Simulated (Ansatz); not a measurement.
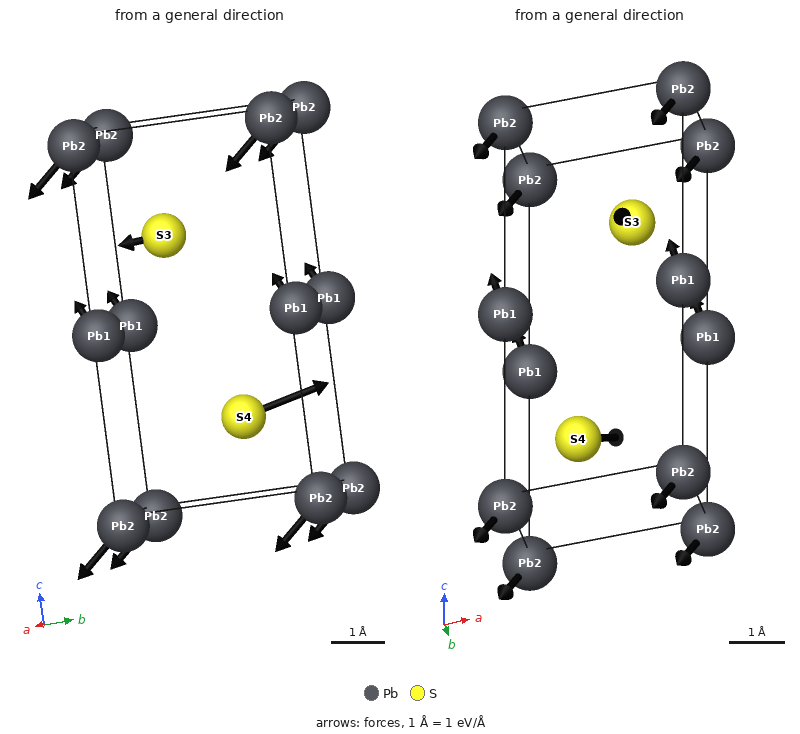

A spheres-only rendering, viewed from two general directions. Thin lines show the simulation cell, with boundary atoms drawn in all their periodic places. The arrows are the computed forces on the atoms.

System: PbS. Calculation details: DFT PBEsol, scalar-relativistic, plane waves, PAW in Ansatz; plane-wave cutoff 420 eV, a 9×9×6 k-point grid, Gaussian smearing of 0.03 eV, no spin polarisation.

Would an optimiser stop at this geometry?

Answer. No. The atoms still feel forces of up to about 1.4 eV/Å, far above a usual threshold of 0.01 to 0.03 eV/Å.

Which atom has the biggest force on it?

Answer. S4, about 1.4 eV/Å.

The structure comes from a structure listed in the Materials Project. The cell was then strained or its atoms displaced on purpose. It was run through Ansatz as a DFT input.
